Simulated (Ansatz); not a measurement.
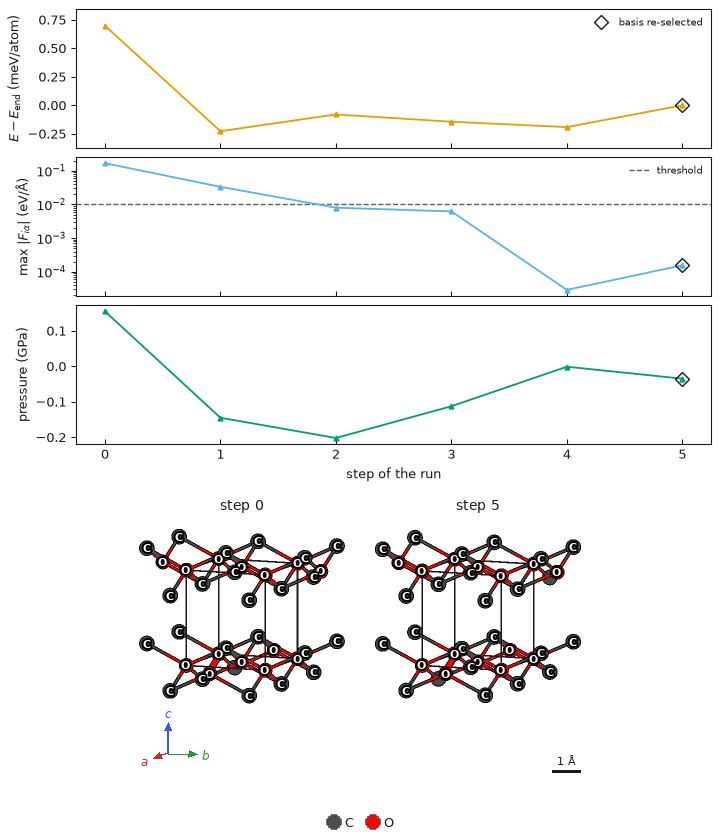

First and last geometry of a relaxation of a crystal of CO (a generated structure, set up in P4/nmm), with the history of the run. Style: ball-and-stick. Shown: the cell of the calculation, slightly off an axis.

Case: Sn → C on all its sites, cell and atoms relaxed.

Method: DFT PBEsol, scalar-relativistic, plane waves, PAW in Ansatz 0.2.0.

Input
```yaml
crystal:
  lattice:
    - [3.0594883223, 0.0, 0.0]
    - [0.0, 3.0594883223, 0.0]
    - [0.0, 0.0, 3.4580227596]
  atoms:
    - { symbol: C, position: [0.0, 0.5, 0.2053754185] }
    - { symbol: C, position: [0.5, 0.0, 0.7946245815] }
    - { symbol: O, position: [0.5, 0.5, 0.0] }
    - { symbol: O, position: [0.0, 0.0, 0.0] }
basis:
  ecutwfc: 420
kpoints:
  mp_grid: { grid: [12, 12, 10] }
hamiltonian:
  xc: pbesol
scf:
  occupations: { method: gaussian, width: 0.01 }
output:
  forces: true
  stress: true
  eigenvalues: true
relax:
  adjacent_minimum: "off"
  f_tol: 0.01
  max_steps: 60
  cell: { stress_tol: 0.1 }
```

Launched with:
```bash
ansatz run input.yaml --threads 1 --pin off --max-ram 2560MiB --backend cpu --events-out ev --progress --plain --runs-dir out
```

Question: Read the history and describe the run.

Answer: It converged. The largest moves relative to the cell, 0.006 Å, are those of C1 and C2. C2 goes along +c. O stays in place. Cell: a = b 3.059 → 3.067 Å (+0.3 %), c 3.458 → 3.431 Å (−0.8 %). Volume −0.3 %. The space group stays P4/nmm (No. 129). Over 4 accepted moves (5 points after the start) the energy falls by 0.7 meV per atom. The largest force component goes from 0.17 to 0.00016 eV/Å. Pressure: 0.16 GPa at the start and −0.03 GPa at the end. At 1 point the geometry stayed and the basis and grid were re-selected for the new cell (energy shift of 0.2 meV per atom at most each time). The run took 41 s on 1 thread of Intel(R) Xeon(R) Platinum 8259CL CPU @ 2.50GHz (Skylake/Cascade Lake), on a shared host, peak memory 0.42 GiB.

Limits of the set-up: layers or molecules are held without a dispersion correction, so their spacing is unreliable.
